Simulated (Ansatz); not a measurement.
## Geometry relaxation of C (part 1 of 2)

C (slab, 12 atoms in the cell), computed with DFT PBEsol, scalar-relativistic, plane waves, PAW, no spin polarisation (Ansatz 0.2.0).

The structure derives from an entry of the Crystallography Open Database. It belongs to a series of runs on one base structure; here: (0 0 1) slab, atoms relaxed.

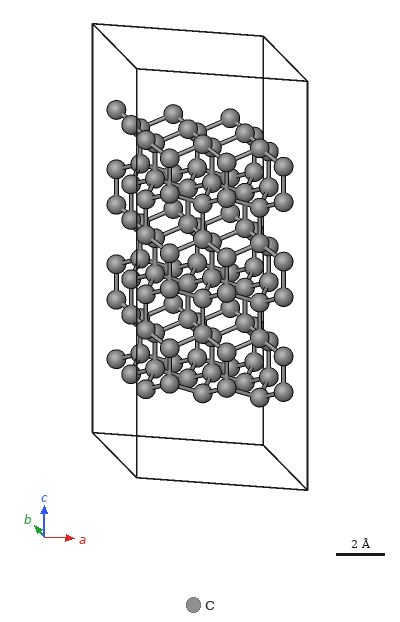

Fig. 1: The structure as given in the input (ball-and-stick view of the 3 × 3 repeat of the cell, with the vacuum cut short, seen slightly off an axis). Near neighbours in the crystal (not all of them lie inside the picture): C has 3 C at 1.53 Å; C has 4 C at 1.53 to 1.56 Å.

### The input
```yaml
crystal:
  lattice:
    - [2.4988149609, 0.0, 0.0]
    - [-1.2494074804, 2.1640372355, 0.0]
    - [0.0, 0.0, 25.9247039496]
  atoms:
    - { symbol: C, position: [0.3333333333, 0.6666666667, 0.2892993499] }
    - { symbol: C, position: [0.6666666667, 0.3333333333, 0.3094582984] }
    - { symbol: C, position: [0.6666666667, 0.3333333333, 0.3695478203] }
    - { symbol: C, position: [0.3333333333, 0.6666666667, 0.3897067687] }
    - { symbol: C, position: [0.3333333333, 0.6666666667, 0.4497962906] }
    - { symbol: C, position: [0.6666666667, 0.3333333333, 0.4699552391] }
    - { symbol: C, position: [0.6666666667, 0.3333333333, 0.5300447609] }
    - { symbol: C, position: [0.3333333333, 0.6666666667, 0.5502037094] }
    - { symbol: C, position: [0.3333333333, 0.6666666667, 0.6102932313] }
    - { symbol: C, position: [0.6666666667, 0.3333333333, 0.6304521797] }
    - { symbol: C, position: [0.6666666667, 0.3333333333, 0.6905417016] }
    - { symbol: C, position: [0.3333333333, 0.6666666667, 0.7107006501] }
basis:
  ecutwfc: 420
kpoints:
  mp_grid: { grid: [12, 12, 1] }
hamiltonian:
  xc: pbesol
scf:
  occupations: { method: gaussian, width: 0.05 }
output:
  forces: true
  eigenvalues: true
  write_density: true
  write_potential: true
  elf: true
  volumetric_format: npy
relax:
  adjacent_minimum: "off"
  f_tol: 0.02
  max_steps: 60
efield:
  axis: 3
  dipole_correction: true
  ramp_width: 0.04
```

Launched with:
```bash
ansatz run input.yaml --threads 1 --pin off --max-ram 2560MiB --backend cpu --events-out ev --progress --plain --runs-dir out
```

### What the program printed
```
Engine: ansatz 0.2.0, x86_64-unknown-linux-gnu
Pseudopotentials: kind: paw
Pseudopotential: C, paw, valence charge 4, recommended cutoff 420 eV (normal), C.paw.azcp
Functional definition: PBEsol
  exchange = pbesol_x
  correlation = pbesol_c
Crystal: 12 atoms, lattice volume = 140.189 Å³
Basis set: ecut = 420 eV, 2721 PW (Γ), exchange–correlation on 36×36×360 points (8 copies of the dense FFT grid, shifted against one another)
Bands: 36, of which v1, the nominal top of the filled ones, is band 24 counted from 1 (23 counted from 0)
Symmetry: 6 space group operations
k-points: 19 of 144 (time reversal used)
Non-local potential: C, projectors of the file, l = 0: 2, l = 1: 2, l = 2: 1
PAW form: soft (Blöchl's): semilocal exchange-correlation on the pseudo side does not see the compensation charge
PAW frozen core: C, regenerated for the run's functional, and the local potential with it (the file was generated under x = pbe(κ = 0.804, μ = 0.2195149727645171), c = pbe(β = 0.06672455060314922))
PAW one-centre angular grid: C, 110 points (default); XC on 64 Gauss nodes
Initial density: superposition of atomic densities (neutral atoms: chi_scale 0, normalization atom), corrected by the library's trained network
Initial wavefunctions: pseudopotential atomic-orbital guess
Functional: x = pbesol(κ = 0.804, μ = 0.12345679012345678), c = pbesol(β = 0.046)
SCF iter   1: F=—  HF=-2954.461361 eV  |F-HF|=—  |Δ(HF+E_count)|=         —  Δρ=1.21e-2  dr2=3.06e-1  ethr=1.77e-3  p=0.000 e·Å  D=4.23e-14 V/Å  ΔV_dip=-0.00 eV  dr2_dipole=7.55e-4  V_vac-E_F(+/−)=6.56/6.56 eV  ⟨swp⟩=8.6  Hψ=4023  notcnv=0  defer=53
efield: sawtooth ramp at fractional position 0.9800 (placed from the atoms, in the widest stretch of the axis that holds none; the zero of the levels goes with the place), width 0.0400; the density the first Hamiltonian is built on has a dipole p = 0.000 e·Å; the dipole correction subtracts the counter field D = 4.23e-14 V/Å, which shifts the + side's vacuum level by -0.00 eV against the − side's; the planar-averaged density in the ramp window peaks in size at 1.1e-4 e/Å³
preconditioner: auto → LDOS  [metal: Δε(μ)=0.018 eV  Ē_g=15.972 eV  σ=0.050 eV  W_gap=0.20  n_scr=18 (ndim 8)  ℏωp=21.7 eV  f_vac=0.457  D(μ)=12.32/eV (n_scr^D=170)  β→1.0]
SCF iter   2: F=—  HF=-2954.420170 eV  |F-HF|=—  |Δ(HF+E_count)|=   4.12e-2  Δρ=5.93e-3  dr2=1.55e-1  ethr=6.37e-4  p=0.000 e·Å  D=1.92e-5 V/Å  ΔV_dip=-0.00 eV  dr2_dipole=8.96e-4  V_vac-E_F(+/−)=6.30/6.30 eV  ⟨swp⟩=3.3  Hψ=1253  notcnv=0  defer=91
SCF iter   3: F=—  HF=-2954.414774 eV  |F-HF|=—  |Δ(HF+E_count)|=   5.40e-3  Δρ=4.44e-3  dr2=9.24e-2  ethr=3.22e-4  p=-0.000 e·Å  D=-9.39e-6 V/Å  ΔV_dip=0.00 eV  dr2_dipole=2.32e-6  V_vac-E_F(+/−)=6.06/6.06 eV  ⟨swp⟩=2.2  Hψ=746  notcnv=0  defer=91
SCF iter   4: F=—  HF=-2954.413791 eV  |F-HF|=—  |Δ(HF+E_count)|=   9.83e-4  Δρ=2.36e-3  dr2=4.21e-2  ethr=1.92e-4  p=-0.000 e·Å  D=-2.24e-5 V/Å  ΔV_dip=0.00 eV  dr2_dipole=1.58e-4  V_vac-E_F(+/−)=5.72/5.72 eV  ⟨swp⟩=2.6  Hψ=765  notcnv=0  defer=91
SCF iter   5: F=—  HF=-2954.410800 eV  |F-HF|=—  |Δ(HF+E_count)|=   2.99e-3  Δρ=1.42e-3  dr2=2.08e-2  ethr=8.77e-5  p=-0.000 e·Å  D=-1.59e-5 V/Å  ΔV_dip=0.00 eV  dr2_dipole=5.37e-6  V_vac-E_F(+/−)=5.59/5.59 eV  ⟨swp⟩=2.7  Hψ=753  notcnv=0  defer=91
SCF iter   6: F=—  HF=-2954.408942 eV  |F-HF|=—  |Δ(HF+E_count)|=   1.86e-3  Δρ=9.95e-4  dr2=8.70e-3  ethr=4.33e-5  p=-0.000 e·Å  D=-4.36e-7 V/Å  ΔV_dip=0.00 eV  dr2_dipole=2.01e-5  V_vac-E_F(+/−)=5.61/5.61 eV  ⟨swp⟩=1.8  Hψ=671  notcnv=0  defer=91
SCF iter   7: F=—  HF=-2954.409148 eV  |F-HF|=—  |Δ(HF+E_count)|=   2.06e-4  Δρ=6.57e-4  dr2=1.72e-3  ethr=1.81e-5  p=0.000 e·Å  D=4.61e-7 V/Å  ΔV_dip=-0.00 eV  dr2_dipole=1.51e-6  V_vac-E_F(+/−)=5.75/5.75 eV  ⟨swp⟩=3.2  Hψ=979  notcnv=0  defer=90
SCF iter   8: F=—  HF=-2954.409081 eV  |F-HF|=—  |Δ(HF+E_count)|=   6.62e-5  Δρ=3.12e-4  dr2=1.65e-4  ethr=3.58e-6  p=-0.000 e·Å  D=-2.61e-6 V/Å  ΔV_dip=0.00 eV  dr2_dipole=6.16e-6  V_vac-E_F(+/−)=5.84/5.84 eV  ⟨swp⟩=3.3  Hψ=1190  notcnv=0  defer=88
SCF iter   9: F=—  HF=-2954.409093 eV  |F-HF|=—  |Δ(HF+E_count)|=   1.19e-5  Δρ=1.90e-4  dr2=4.87e-5  ethr=3.43e-7  p=-0.000 e·Å  D=-2.34e-6 V/Å  ΔV_dip=0.00 eV  dr2_dipole=1.39e-7  V_vac-E_F(+/−)=5.86/5.86 eV  ⟨swp⟩=2.3  Hψ=1073  notcnv=0  defer=87
SCF iter  10: F=—  HF=-2954.409111 eV  |F-HF|=—  |Δ(HF+E_count)|=   1.81e-5  Δρ=1.11e-4  dr2=1.70e-5  ethr=1.02e-7  p=-0.000 e·Å  D=-2.55e-6 V/Å  ΔV_dip=0.00 eV  dr2_dipole=1.79e-8  V_vac-E_F(+/−)=5.86/5.86 eV  ⟨swp⟩=2.5  Hψ=1049  notcnv=0  defer=87
iter 11 did not close the SCF: its close was put off until two iterations running show no level that it waits for move by more than its bar (scf_convergence_deferred on its scf_iter line)
SCF iter  11: F=-2954.409114 eV  HF=-2954.409113 eV  |F-HF|=9.89e-7  |Δ(HF+E_count)|=   1.48e-6  Δρ=3.64e-5  dr2=1.96e-6  ethr=2.08e-8  p=-0.000 e·Å  D=-1.76e-6 V/Å  ΔV_dip=0.00 eV  dr2_dipole=4.67e-8  V_vac-E_F(+/−)=5.87/5.87 eV  ⟨swp⟩=27.5  Hψ=8171  notcnv=0
iter 12 did not close the SCF: its close was put off until two iterations running show no level that it waits for move by more than its bar (scf_convergence_deferred on its scf_iter line)
SCF iter  12: F=-2954.409114 eV  HF=-2954.409114 eV  |F-HF|=4.35e-7  |Δ(HF+E_count)|=   1.03e-6  Δρ=1.37e-5  dr2=3.93e-7  ethr=4.08e-9  p=-0.000 e·Å  D=-1.35e-6 V/Å  ΔV_dip=0.00 eV  dr2_dipole=8.82e-8  V_vac-E_F(+/−)=5.86/5.86 eV  ⟨swp⟩=14.9  Hψ=6484  notcnv=0
iter 13 did not close the SCF: its close was put off until two iterations running show no level that it waits for move by more than its bar (scf_convergence_deferred on its scf_iter line)
SCF iter  13: F=-2954.409115 eV  HF=-2954.409115 eV  |F-HF|=2.44e-7  |Δ(HF+E_count)|=   4.88e-7  Δρ=5.11e-6  dr2=6.35e-8  ethr=8.18e-10  p=-0.000 e·Å  D=-9.99e-7 V/Å  ΔV_dip=0.00 eV  dr2_dipole=1.27e-9  V_vac-E_F(+/−)=5.86/5.86 eV  ⟨swp⟩=12.7  Hψ=5928  notcnv=0
SCF iter  14: F=-2954.409115 eV  HF=-2954.409115 eV  |F-HF|=7.13e-9  |Δ(HF+E_count)|=   2.69e-7  Δρ=2.28e-6  dr2=7.42e-9  ethr=1.32e-10  p=-0.000 e·Å  D=-7.69e-7 V/Å  ΔV_dip=0.00 eV  dr2_dipole=8.68e-10  V_vac-E_F(+/−)=5.86/5.86 eV  ⟨swp⟩=12.9  Hψ=5701  notcnv=0
SCF 1 converged in 14 iterations: F = -2954.409115 eV  dr2 = 7.42e-9
  greatest PAW one-centre occupation: 0.653 electrons in one spin orbital (limit 2), on the C atom at site 0 (counted from 0), in its partial waves of l = 0
relax step   1: F+E_penalty+E_count = -2954.40911478 eV  Δ(F+E_penalty+E_count) = +0.000e0 eV  max|allowed force component| = 4.431e0 eV/Å  Δτ_max = 0.0000 Å  (14 SCF iters, dr2 threshold 1.00e-5 eV, accepted)
Initial density: handed on by an earlier stage of this run
Initial wavefunctions: those handed on with the density
iter 1 solved again at ethr=2.92e-4 eV; its pass at ethr=3.10e-3 eV (dr2=1.40e-1 eV) is discarded
SCF iter   1: F=—  HF=-2955.077831 eV  |F-HF|=—  |Δ(HF+E_count)|=         —  Δρ=1.02e-2  dr2=1.41e-1  ethr=2.92e-4  p=-0.000 e·Å  D=-7.69e-7 V/Å  ΔV_dip=0.00 eV  dr2_dipole=1.98e-8  V_vac-E_F(+/−)=5.55/5.55 eV  ⟨swp⟩=2.1  Hψ=3180  notcnv=0  defer=89
efield: sawtooth ramp at fractional position 0.9800 (handed on by an earlier solve), width 0.0400; the density the first Hamiltonian is built on has a dipole p = -0.000 e·Å; the dipole correction subtracts the counter field D = -7.69e-7 V/Å, which shifts the + side's vacuum level by +0.00 eV against the − side's; the planar-averaged density in the ramp window peaks in size at 1.6e-6 e/Å³
preconditioner: auto → LDOS  [metal: Δε(μ)=0.013 eV  Ē_g=16.134 eV  σ=0.050 eV  W_gap=0.14  n_scr=18 (ndim 8)  ℏωp=21.7 eV  f_vac=0.469  D(μ)=10.19/eV (n_scr^D=130)  β→1.0]
SCF iter   2: F=—  HF=-2955.054027 eV  |F-HF|=—  |Δ(HF+E_count)|=   2.38e-2  Δρ=5.30e-3  dr2=8.20e-2  ethr=2.92e-4  p=-0.000 e·Å  D=-5.80e-7 V/Å  ΔV_dip=0.00 eV  dr2_dipole=4.06e-9  V_vac-E_F(+/−)=5.40/5.40 eV  ⟨swp⟩=2.9  Hψ=1131  notcnv=0  defer=89
SCF iter   3: F=—  HF=-2955.052316 eV  |F-HF|=—  |Δ(HF+E_count)|=   1.71e-3  Δρ=3.97e-3  dr2=5.97e-2  ethr=1.71e-4  p=-0.000 e·Å  D=-5.87e-7 V/Å  ΔV_dip=0.00 eV  dr2_dipole=1.24e-9  V_vac-E_F(+/−)=5.34/5.34 eV  ⟨swp⟩=2.3  Hψ=845  notcnv=0  defer=89
SCF iter   4: F=—  HF=-2955.049041 eV  |F-HF|=—  |Δ(HF+E_count)|=   3.28e-3  Δρ=3.00e-3  dr2=3.60e-2  ethr=1.24e-4  p=0.000 e·Å  D=1.90e-7 V/Å  ΔV_dip=-0.00 eV  dr2_dipole=1.68e-10  V_vac-E_F(+/−)=5.24/5.24 eV  ⟨swp⟩=1.5  Hψ=713  notcnv=0  defer=89
SCF iter   5: F=—  HF=-2955.046030 eV  |F-HF|=—  |Δ(HF+E_count)|=   3.01e-3  Δρ=1.03e-3  dr2=1.11e-2  ethr=7.51e-5  p=0.000 e·Å  D=1.11e-6 V/Å  ΔV_dip=-0.00 eV  dr2_dipole=1.90e-9  V_vac-E_F(+/−)=5.12/5.12 eV  ⟨swp⟩=1.8  Hψ=729  notcnv=0  defer=89
SCF iter   6: F=—  HF=-2955.045112 eV  |F-HF|=—  |Δ(HF+E_count)|=   9.17e-4  Δρ=7.64e-4  dr2=2.87e-3  ethr=2.32e-5  p=0.000 e·Å  D=1.17e-6 V/Å  ΔV_dip=-0.00 eV  dr2_dipole=2.60e-13  V_vac-E_F(+/−)=5.14/5.14 eV  ⟨swp⟩=2.5  Hψ=1038  notcnv=0  defer=89
SCF iter   7: F=—  HF=-2955.044710 eV  |F-HF|=—  |Δ(HF+E_count)|=   4.02e-4  Δρ=2.13e-4  dr2=3.77e-4  ethr=5.97e-6  p=0.000 e·Å  D=7.57e-7 V/Å  ΔV_dip=-0.00 eV  dr2_dipole=1.40e-11  V_vac-E_F(+/−)=5.19/5.19 eV  ⟨swp⟩=2.1  Hψ=938  notcnv=0  defer=89
SCF iter   8: F=—  HF=-2955.044745 eV  |F-HF|=—  |Δ(HF+E_count)|=   3.46e-5  Δρ=1.01e-4  dr2=2.40e-5  ethr=2.08e-7  p=0.000 e·Å  D=1.43e-7 V/Å  ΔV_dip=-0.00 eV  dr2_dipole=3.43e-11  V_vac-E_F(+/−)=5.24/5.24 eV  ⟨swp⟩=24.9  Hψ=8942  notcnv=0
SCF iter   9: F=-2955.044746 eV  HF=-2955.044749 eV  |F-HF|=2.87e-6  |Δ(HF+E_count)|=   3.64e-6  Δρ=4.66e-5  dr2=4.86e-6  ethr=5.00e-8  p=0.000 e·Å  D=6.66e-8 V/Å  ΔV_dip=-0.00 eV  dr2_dipole=2.98e-11  V_vac-E_F(+/−)=5.26/5.26 eV  ⟨swp⟩=19.6  Hψ=7277  notcnv=0
SCF 2 converged in 9 iterations: F = -2955.044746 eV  dr2 = 4.86e-6
[... from here on the iterations of each SCF are left out, up to the last one ...]
relax step   2: F+E_penalty+E_count = -2955.04474564 eV  Δ(F+E_penalty+E_count) = -6.356e-1 eV  max|allowed force component| = 2.659e0 eV/Å  Δτ_max = 0.0956 Å  (9 SCF iters, dr2 threshold 1.00e-4 eV, accepted)
efield: sawtooth ramp at fractional position 0.9800 (handed on by an earlier solve), width 0.0400; the density the first Hamiltonian is built on has a dipole p = 0.000 e·Å; the dipole correction subtracts the counter field D = 6.66e-8 V/Å, which shifts the + side's vacuum level by -0.00 eV against the − side's; the planar-averaged density in the ramp window peaks in size at 1.1e-6 e/Å³
preconditioner: auto → LDOS  [metal: Δε(μ)=0.035 eV  Ē_g=15.967 eV  σ=0.050 eV  W_gap=0.36  n_scr=18 (ndim 8)  ℏωp=21.7 eV  f_vac=0.462  D(μ)=2.64/eV (n_scr^D=14)  β→1.0]
SCF 3 converged in 8 iterations: F = -2955.374364 eV  dr2 = 7.54e-6
  Residual-converged pass: ⟨swp⟩=1.0  Hψ=760  notcnv=0  max |occ|·‖R‖ = 7.0e-9 eV (tolerance 1.0e-8 eV)  dr2=7.54e-6  dr2_onsite=3.77e-8  max |Δocc| = 4.3e-10
relax step   3: F+E_penalty+E_count = -2955.37436440 eV  Δ(F+E_penalty+E_count) = -3.296e-1 eV  max|allowed force component| = 9.821e-1 eV/Å  Δτ_max = 0.1765 Å  (8 SCF iters, dr2 threshold 1.00e-4 eV, accepted)
efield: sawtooth ramp at fractional position 0.9800 (handed on by an earlier solve), width 0.0400; the density the first Hamiltonian is built on has a dipole p = -0.000 e·Å; the dipole correction subtracts the counter field D = -3.64e-7 V/Å, which shifts the + side's vacuum level by +0.00 eV against the − side's; the planar-averaged density in the ramp window peaks in size at 1.8e-6 e/Å³
preconditioner: auto → LDOS  [insulator: Δε(μ)=0.056 eV  Ē_g=16.018 eV  σ=0.050 eV  W_gap=0.57  n_scr=18 (ndim 8)  ℏωp=21.7 eV  f_vac=0.468  D(μ)=6.18/eV (n_scr^D=22)  ε∞_Penn≈2.8  β→1.0]
SCF 4 converged in 7 iterations: F = -2955.410054 eV  dr2 = 9.45e-6
relax step   4: F+E_penalty+E_count = -2955.41005358 eV  Δ(F+E_penalty+E_count) = -3.569e-2 eV  max|allowed force component| = 2.245e-1 eV/Å  Δτ_max = 0.0479 Å  (7 SCF iters, dr2 threshold 1.00e-4 eV, accepted)
efield: sawtooth ramp at fractional position 0.9800 (handed on by an earlier solve), width 0.0400; the density the first Hamiltonian is built on has a dipole p = 0.000 e·Å; the dipole correction subtracts the counter field D = 6.00e-7 V/Å, which shifts the + side's vacuum level by -0.00 eV against the − side's; the planar-averaged density in the ramp window peaks in size at 1.1e-6 e/Å³
preconditioner: auto → LDOS  [insulator: Δε(μ)=0.049 eV  Ē_g=15.927 eV  σ=0.050 eV  W_gap=0.50  n_scr=18 (ndim 8)  ℏωp=21.7 eV  f_vac=0.464  D(μ)=7.86/eV (n_scr^D=92)  ε∞_Penn≈2.9  β→1.0]
SCF 5 converged in 11 iterations: F = -2955.415918 eV  dr2 = 8.65e-9
relax step   5: F+E_penalty+E_count = -2955.41591831 eV  Δ(F+E_penalty+E_count) = -5.865e-3 eV  max|allowed force component| = 1.247e-1 eV/Å  Δτ_max = 0.0445 Å  (11 SCF iters, dr2 threshold 3.15e-6 eV, accepted)
efield: sawtooth ramp at fractional position 0.9800 (handed on by an earlier solve), width 0.0400; the density the first Hamiltonian is built on has a dipole p = -0.000 e·Å; the dipole correction subtracts the counter field D = -5.96e-8 V/Å, which shifts the + side's vacuum level by +0.00 eV against the − side's; the planar-averaged density in the ramp window peaks in size at 1.0e-6 e/Å³
preconditioner: auto → LDOS  [metal: Δε(μ)=0.025 eV  Ē_g=15.944 eV  σ=0.050 eV  W_gap=0.27  n_scr=18 (ndim 8)  ℏωp=21.7 eV  f_vac=0.466  D(μ)=8.89/eV (n_scr^D=116)  β→1.0]
SCF 6 converged in 6 iterations: F = -2955.417125 eV  dr2 = 1.06e-7
relax step   6: F+E_penalty+E_count = -2955.41712484 eV  Δ(F+E_penalty+E_count) = -1.207e-3 eV  max|allowed force component| = 3.268e-2 eV/Å  Δτ_max = 0.0094 Å  (6 SCF iters, dr2 threshold 9.72e-7 eV, accepted)
SCF iter   1: F=—  HF=-2955.417246 eV  |F-HF|=—  |Δ(HF+E_count)|=         —  Δρ=4.74e-4  dr2=2.39e-4  ethr=4.43e-6  p=-0.000 e·Å  D=-3.96e-8 V/Å  ΔV_dip=0.00 eV  dr2_dipole=5.95e-13  V_vac-E_F(+/−)=4.92/4.92 eV  ⟨swp⟩=2.0  Hψ=1499  notcnv=0  defer=44
efield: sawtooth ramp at fractional position 0.9800 (handed on by an earlier solve), width 0.0400; the density the first Hamiltonian is built on has a dipole p = -0.000 e·Å; the dipole correction subtracts the counter field D = -3.96e-8 V/Å, which shifts the + side's vacuum level by +0.00 eV against the − side's; the planar-averaged density in the ramp window peaks in size at 9.6e-7 e/Å³
preconditioner: auto → LDOS  [metal: Δε(μ)=0.026 eV  Ē_g=15.946 eV  σ=0.050 eV  W_gap=0.29  n_scr=18 (ndim 8)  ℏωp=21.7 eV  f_vac=0.466  D(μ)=8.79/eV (n_scr^D=116)  β→1.0]
SCF iter   2: F=—  HF=-2955.417171 eV  |F-HF|=—  |Δ(HF+E_count)|=   7.47e-5  Δρ=1.92e-4  dr2=4.60e-5  ethr=4.98e-7  p=0.000 e·Å  D=4.90e-7 V/Å  ΔV_dip=-0.00 eV  dr2_dipole=7.86e-11  V_vac-E_F(+/−)=4.92/4.92 eV  ⟨swp⟩=3.4  Hψ=1667  notcnv=0  defer=53
SCF iter   3: F=—  HF=-2955.417179 eV  |F-HF|=—  |Δ(HF+E_count)|=   8.57e-6  Δρ=6.23e-5  dr2=4.03e-6  ethr=9.57e-8  p=0.000 e·Å  D=4.47e-7 V/Å  ΔV_dip=-0.00 eV  dr2_dipole=5.89e-11  V_vac-E_F(+/−)=4.92/4.92 eV  ⟨swp⟩=2.1  Hψ=1027  notcnv=0  defer=53
SCF iter   4: F=—  HF=-2955.417183 eV  |F-HF|=—  |Δ(HF+E_count)|=   3.71e-6  Δρ=4.00e-5  dr2=2.99e-6  ethr=8.40e-9  p=0.000 e·Å  D=3.35e-7 V/Å  ΔV_dip=-0.00 eV  dr2_dipole=7.00e-13  V_vac-E_F(+/−)=4.92/4.92 eV  ⟨swp⟩=2.1  Hψ=1020  notcnv=0  defer=53
SCF iter   5: F=—  HF=-2955.417183 eV  |F-HF|=—  |Δ(HF+E_count)|=   2.97e-7  Δρ=2.26e-5  dr2=1.72e-6  ethr=6.24e-9  p=0.000 e·Å  D=1.86e-7 V/Å  ΔV_dip=-0.00 eV  dr2_dipole=4.38e-12  V_vac-E_F(+/−)=4.92/4.92 eV  ⟨swp⟩=2.4  Hψ=941  notcnv=0  defer=53
SCF iter   6: F=—  HF=-2955.417184 eV  |F-HF|=—  |Δ(HF+E_count)|=   3.87e-7  Δρ=1.02e-5  dr2=7.70e-7  ethr=3.58e-9  p=-0.000 e·Å  D=-1.48e-8 V/Å  ΔV_dip=0.00 eV  dr2_dipole=1.13e-13  V_vac-E_F(+/−)=4.92/4.92 eV  ⟨swp⟩=1.1  Hψ=622  notcnv=0  defer=50
iter 7 did not close the SCF: its close was put off until two iterations running show no level that it waits for move by more than its bar (scf_convergence_deferred on its scf_iter line)
SCF iter   7: F=-2955.417184 eV  HF=-2955.417184 eV  |F-HF|=5.53e-8  |Δ(HF+E_count)|=   8.67e-8  Δρ=3.38e-6  dr2=9.14e-8  ethr=2.08e-10  p=-0.000 e·Å  D=-5.68e-8 V/Å  ΔV_dip=0.00 eV  dr2_dipole=2.05e-12  V_vac-E_F(+/−)=4.92/4.92 eV  ⟨swp⟩=16.7  Hψ=6282  notcnv=0
iter 8 did not close the SCF: its close was put off until two iterations running show no level that it waits for move by more than its bar (scf_convergence_deferred on its scf_iter line)
SCF iter   8: F=-2955.417184 eV  HF=-2955.417184 eV  |F-HF|=5.71e-9  |Δ(HF+E_count)|=   1.03e-8  Δρ=1.60e-6  dr2=7.36e-9  ethr=1.90e-10  p=-0.000 e·Å  D=-2.07e-8 V/Å  ΔV_dip=0.00 eV  dr2_dipole=2.73e-13  V_vac-E_F(+/−)=4.92/4.92 eV  ⟨swp⟩=10.9  Hψ=5123  notcnv=0
SCF iter   9: F=-2955.417184 eV  HF=-2955.417184 eV  |F-HF|=3.67e-10  |Δ(HF+E_count)|=   9.96e-9  Δρ=5.57e-7  dr2=9.19e-10  ethr=1.53e-11  p=-0.000 e·Å  D=-6.57e-9 V/Å  ΔV_dip=0.00 eV  dr2_dipole=1.55e-13  V_vac-E_F(+/−)=4.92/4.92 eV  ⟨swp⟩=9.9  Hψ=4803  notcnv=0
SCF 7 converged in 9 iterations: F = -2955.417184 eV  dr2 = 9.19e-10
relax step   7: F+E_penalty+E_count = -2955.41718395 eV  Δ(F+E_penalty+E_count) = -5.911e-5 eV  max|allowed force component| = 1.543e-3 eV/Å  Δτ_max = 0.0032 Å  (9 SCF iters, accepted)
```

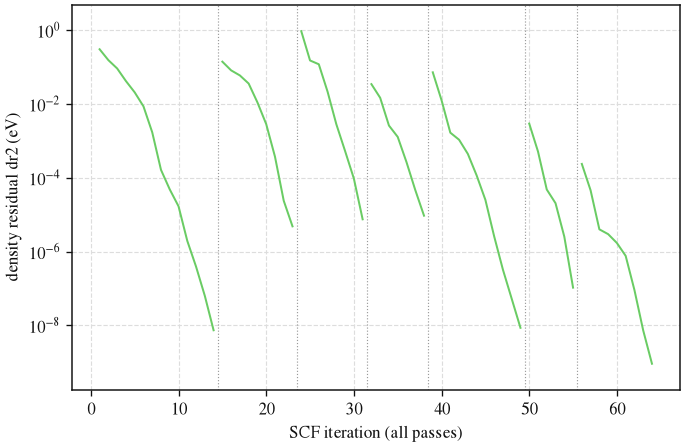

Fig. 2: Convergence of the self-consistent field: density residual dr2 against the SCF iteration. The dotted lines part the SCF passes of the relaxation: geometry steps, rejected trials and re-solves on a re-selected basis. The 7 passes take 6 to 14 iterations each, 64 in all.
